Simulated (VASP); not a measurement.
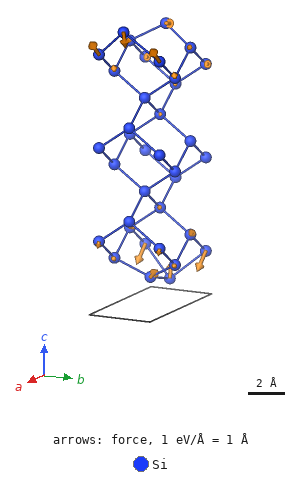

Starting geometry of a slab of composition Si with the computed forces as orange arrows. Style: ball-and-stick. Shown: the cell of the calculation, outlined in the plane, without the vacuum (origin shifted), from a free direction.

The run lets the atoms move in a fixed cell.

Theory: VASP, Kohn-Sham DFT of a periodic cell, PBE, VASP PAW PBE potentials, recommended.

Input file:
```
SYSTEM = Si
  PREC = Accurate
  ENCUT = 520
  EDIFF = 1E-7
  ISMEAR = 0
  SIGMA = 0.03
  LREAL = .False.
  LASPH = .True.
  NELM = 120
  ALGO = Normal
  ISIF = 2
  LWAVE = .False.
  LCHARG = .False.
  LDIPOL = .True.
  IDIPOL = 3
  DIPOL = 0.5 0.5 0.500
  GGA = PE
  IBRION = 2
  NSW = 90
  EDIFFG = -0.01
  ISYM = 0
  KPAR = 8
```

Command:
```bash
cat potpaw_PBE.64/Si/POTCAR > POTCAR
mpirun -np 8 vasp_std > vasp.out
```

Q: Is this structure relaxed? If not, where do the atoms go?

A: It isn't relaxed: the largest force vector, on Si atoms, is 1.51 eV/Å. The final displacements follow the starting forces only in part (cosine between the two patterns 0.69). After 33 geometry steps the energy has fallen by 1.494 eV per cell of the calculation. Largest force component: 1.1 eV/Å at the start, 0.0095 eV/Å at the end. The largest moves relative to the layer's centre, 0.54 Å, are those of Si atoms. The cell stays as it was. Near-neighbour distances that change, for instance: Si–Si 2.653 → 2.404 Å, Si–Si 2.500 → 2.303 Å, Si–Si 2.368 → 2.429 Å, Si–Si 2.368 → 2.401 Å. Among the angles between lasting bonds that change: Si–Si–Si 93.6° → 107.1°, Si–Si–Si 90.7° → 80.0°, Si–Si–Si 109.5° → 99.1°. At step 3 the optimiser overshot: the energy rose above the start, and later steps came back.
